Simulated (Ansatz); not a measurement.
**Run report: Ga26Sb27, geometry relaxation (part 4 of 4)**

The same run, continued: Ga26Sb27 (defect cell, 53 atoms in the cell); DFT PBE, scalar-relativistic, plane waves, PAW, spin-polarised (Ansatz 0.2.0); cutoff 420 eV, 1×1×1 k-mesh, Gaussian smearing of 0.05 eV, collinear spins. The structure derives from an entry of the Crystallography Open Database.

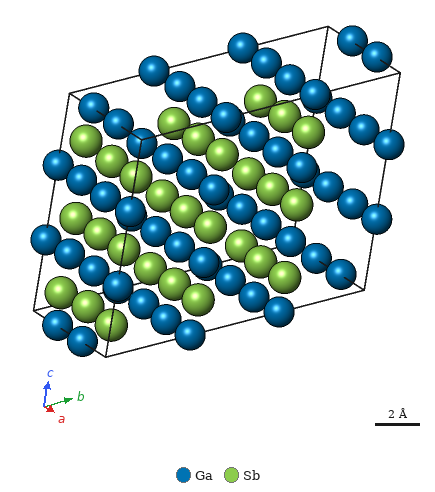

*The geometry at step 4 of the log (spheres-only view of the cell of the calculation, seen slightly off an axis).*

### Trajectory as extended XYZ, continued
```
53
Lattice="0.0000 9.1770 9.1770 9.1770 0.0000 9.1770 9.1770 9.1770 0.0000" Properties=species:S:1:pos:R:3:forces:R:3 step=4 energy=-273431.38285
Ga    3.0156    3.0106    0.0401   -0.0163   0.0036  -0.0049
Ga    6.1608    6.1657    0.0376    0.0002  -0.0008  -0.0117
Ga    3.0148    0.0430    3.0123   -0.0124  -0.0009  -0.0068
Ga    6.1164    3.0636    3.0644   -0.0009   0.0079   0.0111
Ga    9.1327    6.1751    3.0070    0.0100  -0.0040  -0.0060
Ga    6.1696    0.0387    6.1654   -0.0189  -0.0256  -0.0104
Ga    9.1377    3.0150    6.1663    0.0156   0.0050  -0.0137
Ga   12.2340    6.1155    6.1115   -0.0036   0.0090   0.0065
Ga    0.0413    3.0051    3.0115   -0.0045  -0.0011  -0.0145
Ga    3.0603    6.1153    3.0640    0.0019  -0.0035   0.0109
Ga    6.1635    9.1361    3.0106    0.0007   0.0041  -0.0113
Ga    3.0603    3.0598    6.1207    0.0124   0.0112  -0.0022
Ga    6.1174    6.1191    6.1207   -0.0131  -0.0107  -0.0071
Ga    9.1765    9.1774    6.1105   -0.0001   0.0002   0.0052
Ga    6.1718    3.0097    9.1361   -0.0169  -0.0007   0.0125
Ga    9.1769    6.1084    9.1798    0.0040   0.0017   0.0030
Ga   12.2451    9.1745    9.1775    0.0010   0.0081  -0.0022
Ga    0.0351    6.1577    6.1633   -0.0121  -0.0021  -0.0154
Ga    3.0090    9.1379    6.1673    0.0045   0.0175  -0.0203
Ga    6.1150   12.2380    6.1097    0.0031  -0.0046   0.0008
Ga    3.0075    6.1680    9.1365    0.0051  -0.0079   0.0051
Ga    6.1054    9.1808    9.1781    0.0089  -0.0067  -0.0016
Ga    9.1752   12.2471    9.1792   -0.0020  -0.0021   0.0021
Ga    6.1128    6.1136   12.2336    0.0067  -0.0019   0.0000
Ga    9.1756    9.1771   12.2479    0.0020  -0.0009   0.0004
Ga   12.2371   12.2384   12.2336   -0.0025  -0.0025  -0.0024
Sb    1.3898    1.3863    1.3827    0.0427   0.0245   0.0395
Sb    4.5878    4.5892    1.5239    0.0016  -0.0014   0.0326
Sb    7.7831    7.7926    1.3767   -0.0264  -0.0277   0.0477
Sb    4.5902    1.5237    4.5926   -0.0012   0.0351  -0.0107
Sb    7.6554    4.5963    4.5875   -0.0371  -0.0124   0.0036
Sb   10.7042    7.6507    4.5718    0.0117  -0.0046   0.0074
Sb    7.7888    1.3880    7.7807   -0.0144   0.0374  -0.0146
Sb   10.7078    4.5767    7.6481    0.0064   0.0008  -0.0083
Sb   13.7751    7.6467    7.6410   -0.0029  -0.0098  -0.0053
Sb    1.5214    4.5815    4.5866    0.0412   0.0123   0.0076
Sb    4.5880    7.6551    4.5908   -0.0023  -0.0396  -0.0049
Sb    7.6464   10.7036    4.5729   -0.0076   0.0049   0.0062
Sb    4.5899    4.5884    7.6573   -0.0053   0.0028  -0.0425
Sb    7.6482    7.6499    7.6522    0.0044   0.0092   0.0047
Sb   10.7040   10.7060    7.6511   -0.0044  -0.0081   0.0041
Sb    7.6482    4.5716   10.7075   -0.0010   0.0081   0.0049
Sb   10.7056    7.6484   10.7081   -0.0053  -0.0003  -0.0030
Sb   13.7795   10.7080   10.7030   -0.0061   0.0007   0.0082
Sb    1.3859    7.7813    7.7751    0.0310  -0.0269  -0.0027
Sb    4.5762   10.7089    7.6412   -0.0019  -0.0027   0.0070
Sb    7.6411   13.7742    7.6453    0.0001   0.0034  -0.0022
Sb    4.5732    7.6460   10.7047    0.0002   0.0094   0.0002
Sb    7.6466   10.7066   10.7080    0.0022  -0.0008  -0.0038
Sb   10.7042   13.7830   10.7073   -0.0010  -0.0061  -0.0009
Sb    7.6433    7.6416   13.7743    0.0025  -0.0021   0.0009
Sb   10.7076   10.7098   13.7767   -0.0016   0.0027  -0.0005
Sb   13.7621   13.7652   13.7608    0.0016  -0.0008  -0.0023
```

### Key numbers

| quantity | value |
| --- | --- |
| outcome | converged |
| electrons treated | 743 |
| free energy | −273431.3829 eV |
| Fermi energy | 7.736 eV |
| net moment of the cell | 2.16 μB |
| integrated absolute moment | 2.20 μB |
| final volume | 1545.72 Å³ |
| largest force (length of the vector) at the end | 0.063 eV/Å |
| wall time | 71 s (CPU time 9 min) |
| peak memory | 3.7 GiB |

### Remarks

The k-point mesh is coarse for a cell of this size, so the results may not be converged.
